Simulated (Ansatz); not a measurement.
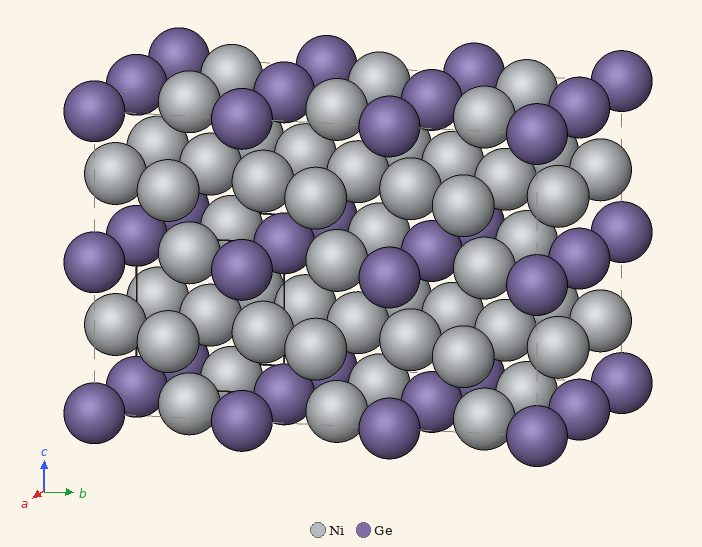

The figure gives a spheres-only picture of the atoms, viewed slightly off an axis. Shown are 2×3×2 repeats of the conventional unit cell, one of them outlined in solid lines. Cell: a = 3.525 Å, b = 3.525 Å, c = 3.525 Å, α = 90.00°, β = 90.00°, γ = 90.00°.

Describe this structure.

The material is Ni3Ge. It belongs to space group Pm-3m (No. 221) and has a primitive cubic lattice. Prototype: Cu₃Au (L1₂) type. With Z = 1, the cell contains 3 Ni, 1 Ge. Each Ni has eight Ni and four Ge in a cuboctahedral arrangement (about 2.5 Å to Ni, 2.5 Å to Ge). Each Ge is bonded to twelve Ni in a cuboctahedral arrangement at about 2.5 Å.

The starting point was a structure listed in the Materials Project. Earlier steps of the study may have refined or changed the cell and positions. It was run through Ansatz as a DFT input.
